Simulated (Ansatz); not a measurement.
# Geometry relaxation, with input and output: HfN (part 3 of 3)

The same run, continued: HfN (slab, 14 atoms in the cell); DFT PBE, scalar-relativistic, plane waves, PAW, no spin polarisation (Ansatz 0.2.0); cutoff 420 eV, 11×8×1 k-mesh, Gaussian smearing of 0.1 eV. The structure derives from an entry of the Crystallography Open Database. It belongs to a series of runs on one base structure; here: (1 1 0) slab, atoms relaxed.

Geometry of the input (Å; fractional positions):
```
3.2158  0.0000  0.0000
0.0000  4.5478  0.0000
0.0000  0.0000  24.6473
Hf 0.5000  0.5000  0.3043
N  0.5000  0.0000  0.3043
Hf 0.0000  0.0000  0.3695
N  0.0000  0.5000  0.3695
Hf 0.5000  0.5000  0.4348
N  0.5000  0.0000  0.4348
Hf 0.0000  0.0000  0.5000
N  0.0000  0.5000  0.5000
Hf 0.5000  0.5000  0.5652
N  0.5000  0.0000  0.5652
Hf 0.0000  0.0000  0.6305
N  0.0000  0.5000  0.6305
Hf 0.5000  0.5000  0.6957
N  0.5000  0.0000  0.6957
```

## Output, continued
```
  k-point 2: bands = ["-54.1644", "-54.1584", "-54.1581", "-54.0474", "-54.0425", "-53.7778", "-53.7778", "-23.3155", "-23.2612", "-23.1732", "-23.1665", "-22.9462", "-22.9444", "-22.8922", "-22.7884", "-22.7739", "-22.7315", "-22.7029", "-22.6522", "-22.6457", "-22.5785", "-22.5763", "-22.5088", "-22.5072", "-22.4419", "-22.4179", "-22.3152", "-22.3148", "-8.0586", "-7.5742", "-7.3379", "-6.8708", "-6.8240", "-5.6404", "-5.5931", "-4.1371", "-4.1368", "-4.1290", "-4.1287", "-4.1142", "-4.1140", "-4.0910", "-4.0910", "-4.0877", "-4.0843", "-4.0830", "-4.0811", "-4.0801", "-4.0706", "-4.0641", "-4.0573", "-4.0568", "-4.0371", "-4.0353", "-4.0256", "-4.0256", "-3.9836", "-3.9758", "-3.9735", "-3.9727", "-3.9677", "-3.9672", "-3.9651", "-3.9591", "-3.9563", "-3.9549", "-3.9432", "-3.9402", "-3.9338", "-3.9089", "-3.6977", "-3.6976", "-3.6892", "-3.6890", "-3.6884", "-3.6884", "-3.6837", "-3.6833", "-3.6677", "-3.6677", "-3.6582", "-3.6576", "-3.5963", "-3.5741", "0.9126", "1.1223", "1.9297", "2.0739", "2.5022", "2.8969", "3.0348", "3.0914", "3.2181", "3.3793", "3.4671", "3.6786", "3.8275", "4.2255", "4.3449", "4.4976", "4.5282", "4.5898", "5.5533", "5.7160", "6.0895", "6.4758", "7.8179", "8.3349", "8.6072", "8.7286", "9.5056", "9.6953", "9.7879", "9.9256", "10.1064", "10.3621", "10.4707", "10.6946", "10.7578", "11.2860", "11.4283", "11.5223", "11.7107", "11.7438", "11.9878", "12.3555", "12.5265", "12.5482", "12.6846", "12.7027", "13.1557"]
  k-point 29: bands = ["-54.1431", "-54.1403", "-54.1402", "-54.0316", "-54.0241", "-53.7604", "-53.7604", "-23.3591", "-23.3320", "-23.2257", "-23.1421", "-23.1018", "-23.0879", "-23.0651", "-23.0400", "-22.9940", "-22.9532", "-22.8173", "-22.7962", "-22.7509", "-22.7206", "-22.6586", "-22.5092", "-22.5063", "-22.4945", "-22.4814", "-22.4773", "-22.4636", "-7.0687", "-6.9166", "-6.8193", "-6.4946", "-6.4226", "-5.1250", "-5.1177", "-4.1208", "-4.1207", "-4.1126", "-4.1125", "-4.1075", "-4.1074", "-4.0915", "-4.0914", "-4.0889", "-4.0847", "-4.0829", "-4.0825", "-4.0721", "-4.0589", "-4.0551", "-4.0455", "-4.0451", "-4.0282", "-4.0147", "-3.9862", "-3.9783", "-3.9768", "-3.9742", "-3.9664", "-3.9611", "-3.9556", "-3.9473", "-3.9449", "-3.9399", "-3.9332", "-3.9302", "-3.9301", "-3.9031", "-3.8786", "-3.8658", "-3.6970", "-3.6969", "-3.6897", "-3.6889", "-3.6889", "-3.6882", "-3.6749", "-3.6746", "-3.6561", "-3.6560", "-3.6225", "-3.6196", "-3.5522", "-3.5380", "0.2916", "0.4008", "1.1134", "1.2274", "2.0890", "2.1819", "2.7025", "2.8112", "2.8121", "2.8658", "2.8761", "3.0038", "3.1243", "3.1767", "3.1934", "3.7539", "3.9039", "4.3489", "4.3539", "5.3124", "5.3155", "9.0498", "9.0512", "10.1134", "10.1389", "10.2227", "10.2379", "10.4578", "10.6427", "10.9453", "10.9768", "11.1609", "11.2658", "11.3443", "11.4426", "11.7246", "11.8545", "11.8918", "12.2934", "12.4049", "12.4989", "13.1154", "13.1397", "13.6283", "13.9165", "14.0798", "14.1299"]
--- Relaxed structure (4 steps of the walk, 4 accepted, 0 SCFs on fresh bases) ---
  F+E_penalty+E_count = -112756.06844619 eV   max|allowed force component| = 1.593e-2 eV/Å
  atoms:
    - { symbol: Hf, position: [0.5, 0.5, 0.30700309904715173] }
    - { symbol: N, position: [0.5, 0.0, 0.30836234044080096] }
    - { symbol: Hf, position: [0.0, 0.0, 0.366382356531128] }
    - { symbol: N, position: [0.0, 0.5, 0.36808546812833637] }
    - { symbol: Hf, position: [0.5, 0.5, 0.4337838485302853] }
    - { symbol: N, position: [0.5, 0.0, 0.4355877214253005] }
    - { symbol: Hf, position: [0.0, 0.0, 0.4999999982331905] }
    - { symbol: N, position: [0.0, 0.5, 0.4999999969941706] }
    - { symbol: Hf, position: [0.5, 0.5, 0.5662161430173933] }
    - { symbol: N, position: [0.5, 0.0, 0.5644122810933195] }
    - { symbol: Hf, position: [0.0, 0.0, 0.6336176520619312] }
    - { symbol: N, position: [0.0, 0.5, 0.6319145191095422] }
    - { symbol: Hf, position: [0.5, 0.5, 0.692996906271736] }
    - { symbol: N, position: [0.5, 0.0, 0.6916376691157129] }
```

## Trajectory as extended XYZ (Å, eV, eV/Å), 4 frames, from step=1 to step=4
```
14
Lattice="3.2158 0.0000 0.0000 0.0000 4.5478 0.0000 0.0000 0.0000 24.6473" Properties=species:S:1:pos:R:3:forces:R:3 step=1 energy=-112755.75171
Hf    1.6079    2.2739    7.5000    0.0000   0.0000   0.6687
N     1.6079    0.0000    7.5000    0.0000   0.0000   1.1300
Hf    0.0000    0.0000    9.1079    0.0000   0.0000  -1.4567
N     0.0000    2.2739    9.1079    0.0000   0.0000  -0.4837
Hf    1.6079    2.2739   10.7158    0.0000   0.0000  -0.4073
N     1.6079    0.0000   10.7158    0.0000   0.0000   0.2004
Hf    0.0000    0.0000   12.3237    0.0000   0.0000   0.0000
N     0.0000    2.2739   12.3237    0.0000   0.0000   0.0000
Hf    1.6079    2.2739   13.9316    0.0000   0.0000   0.4073
N     1.6079    0.0000   13.9316    0.0000   0.0000  -0.2004
Hf    0.0000    0.0000   15.5394    0.0000   0.0000   1.4567
N     0.0000    2.2739   15.5394    0.0000   0.0000   0.4837
Hf    1.6079    2.2739   17.1473    0.0000   0.0000  -0.6687
N     1.6079    0.0000   17.1473    0.0000   0.0000  -1.1300
14
Lattice="3.2158 0.0000 0.0000 0.0000 4.5478 0.0000 0.0000 0.0000 24.6473" Properties=species:S:1:pos:R:3:forces:R:3 step=2 energy=-112756.03656
Hf    1.6079    2.2739    7.5802    0.0000   0.0000  -0.0700
N     1.6079    0.0000    7.6012    0.0000   0.0000   0.0426
Hf    0.0000    0.0000    9.0521    0.0000   0.0000  -0.3345
N     0.0000    2.2739    9.0926    0.0000   0.0000  -0.1893
Hf    1.6079    2.2739   10.6822    0.0000   0.0000   0.2632
N     1.6079    0.0000   10.7006    0.0000   0.0000   0.5114
Hf    0.0000    0.0000   12.3237    0.0000   0.0000   0.0000
N     0.0000    2.2739   12.3237    0.0000   0.0000   0.0000
Hf    1.6079    2.2739   13.9652    0.0000   0.0000  -0.2632
N     1.6079    0.0000   13.9467    0.0000   0.0000  -0.5114
Hf    0.0000    0.0000   15.5952    0.0000   0.0000   0.3345
N     0.0000    2.2739   15.5547    0.0000   0.0000   0.1893
Hf    1.6079    2.2739   17.0671    0.0000   0.0000   0.0700
N     1.6079    0.0000   17.0461    0.0000   0.0000  -0.0426
14
Lattice="3.2158 0.0000 0.0000 0.0000 4.5478 0.0000 0.0000 0.0000 24.6473" Properties=species:S:1:pos:R:3:forces:R:3 step=3 energy=-112756.06813
Hf    1.6079    2.2739    7.5576    0.0000   0.0000   0.0254
N     1.6079    0.0000    7.5912    0.0000   0.0000   0.0117
Hf    0.0000    0.0000    9.0232    0.0000   0.0000  -0.0001
N     0.0000    2.2739    9.0660    0.0000   0.0000   0.0007
Hf    1.6079    2.2739   10.6878    0.0000   0.0000  -0.0059
N     1.6079    0.0000   10.7288    0.0000   0.0000   0.0387
Hf    0.0000    0.0000   12.3237    0.0000   0.0000   0.0000
N     0.0000    2.2739   12.3237    0.0000   0.0000   0.0000
Hf    1.6079    2.2739   13.9595    0.0000   0.0000   0.0059
N     1.6079    0.0000   13.9185    0.0000   0.0000  -0.0387
Hf    0.0000    0.0000   15.6241    0.0000   0.0000   0.0001
N     0.0000    2.2739   15.5814    0.0000   0.0000  -0.0007
Hf    1.6079    2.2739   17.0898    0.0000   0.0000  -0.0254
N     1.6079    0.0000   17.0562    0.0000   0.0000  -0.0117
14
Lattice="3.2158 0.0000 0.0000 0.0000 4.5478 0.0000 0.0000 0.0000 24.6473" Properties=species:S:1:pos:R:3:forces:R:3 step=4 energy=-112756.06845
Hf    1.6079    2.2739    7.5668    0.0000   0.0000   0.0074
N     1.6079    0.0000    7.6003    0.0000   0.0000  -0.0159
Hf    0.0000    0.0000    9.0303    0.0000   0.0000  -0.0032
N     0.0000    2.2739    9.0723    0.0000   0.0000  -0.0090
Hf    1.6079    2.2739   10.6916    0.0000   0.0000  -0.0130
N     1.6079    0.0000   10.7361    0.0000   0.0000  -0.0140
Hf    0.0000    0.0000   12.3237    0.0000   0.0000   0.0000
N     0.0000    2.2739   12.3237    0.0000   0.0000   0.0000
Hf    1.6079    2.2739   13.9557    0.0000   0.0000   0.0130
N     1.6079    0.0000   13.9113    0.0000   0.0000   0.0140
Hf    0.0000    0.0000   15.6170    0.0000   0.0000   0.0032
N     0.0000    2.2739   15.5750    0.0000   0.0000   0.0090
Hf    1.6079    2.2739   17.0805    0.0000   0.0000  -0.0074
N     1.6079    0.0000   17.0470    0.0000   0.0000   0.0159
```

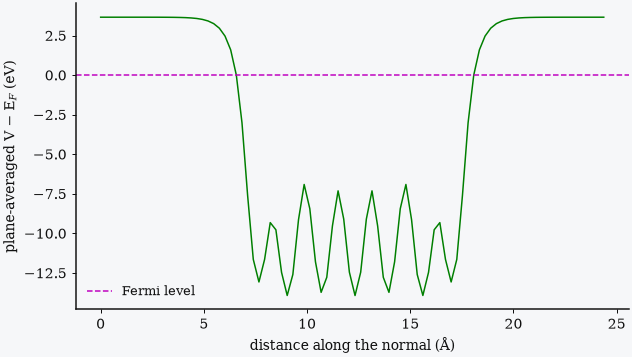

Plane average of the electrostatic potential energy of an electron across the cell, from the Fermi level. The vacuum level lies 3.66 eV above the Fermi level.

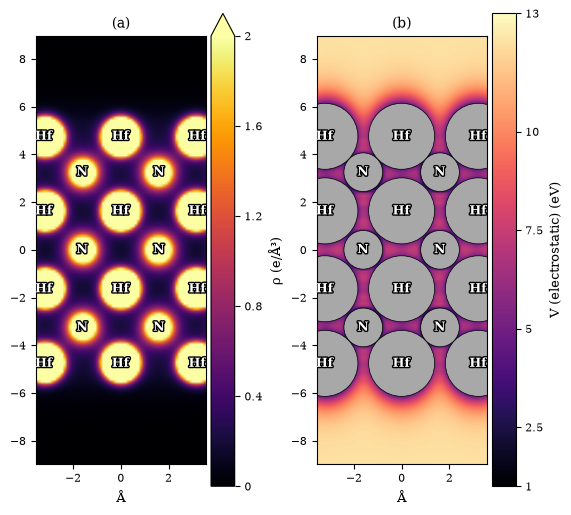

(a) valence charge density (pseudo); (b) electrostatic potential (local pseudopotential plus Hartree) felt by an electron on the (010) plane of the calculation cell, a cut from vacuum to vacuum. Grey discs, where drawn, cover atomic cores. Atoms in the plane: Hf and N. Hf–Hf (3.12 Å): the density is about 0.21 e/Å³ at the midpoint. Hf–N (2.20 Å): ρ at the midpoint is about 0.61 e/Å³. Hf–N (2.28 Å): ρ at the midpoint is about 0.48 e/Å³. Hf–Hf (3.22 Å): the density is about 0.21 e/Å³ at the midpoint. Hf–Hf (3.26 Å): ρ at the midpoint is about 0.17 e/Å³. The density dies away to nearly zero in the vacuum. The fields are those of the smooth PAW valence density.

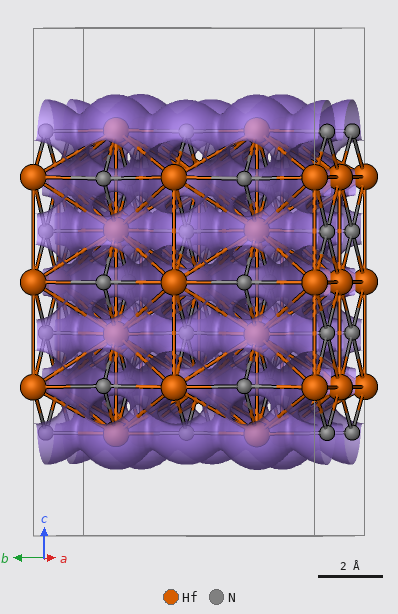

Isosurface of the valence pseudo-density at 0.3 e/Å³ (purple), seen at an oblique angle. Sticks mark near contacts. At this value the density is joined into sheets; it holds about 95 % of the electrons treated as valence (semicore included). It is pinched off along the Hf–Hf (3.12 Å) contacts. On the grid the lowest density along these lines, outside the cores, is 0.66 e/Å³ (Hf–N, 2.15 Å), 0.21 e/Å³ (Hf–Hf, 3.12 Å), 0.58 e/Å³ (Hf–N, 2.20 Å) and 0.5 e/Å³ (Hf–N, 2.26 Å).

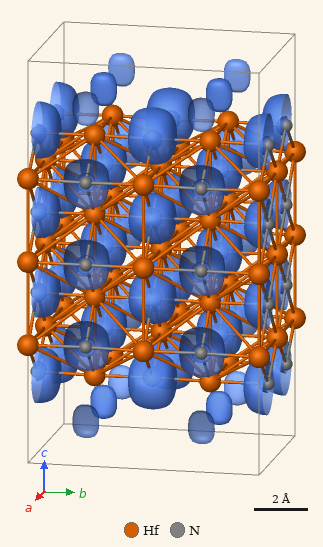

Isosurface of the ELF at 0.6 (blue), seen slightly off an axis. Core shells and regions of very low density are left out. Sticks mark near contacts. Values along the shortest contacts: Hf–N (2.15 Å): the ELF is about 0.20 at the midpoint (no shared pair; the contact is polar). Hf–Hf (3.12 Å): the ELF is about 0.20 at the midpoint; no localised pair between them.

## Key numbers

- outcome: converged
- electrons treated: 217
- free energy: −112756.0684 eV
- work function, top face: 3.66 eV
- work function, bottom face: 3.66 eV
- Fermi energy: 8.659 eV
- gap on the k-point mesh: none (metallic)
- final volume: 360.46 Å³
- work function (upper face): 3.66 eV
- largest force (length of the vector) at the end: 0.016 eV/Å
- wall time: 30 min
- peak memory: 1.3 GiB

## Notes

Warnings of the run: the exchange-correlation potential is rough where the density is thin. Spin–orbit coupling is left out, which matters for Hf. The cell holds an odd number of electrons but the run has no spin polarisation, so a band is left half filled.
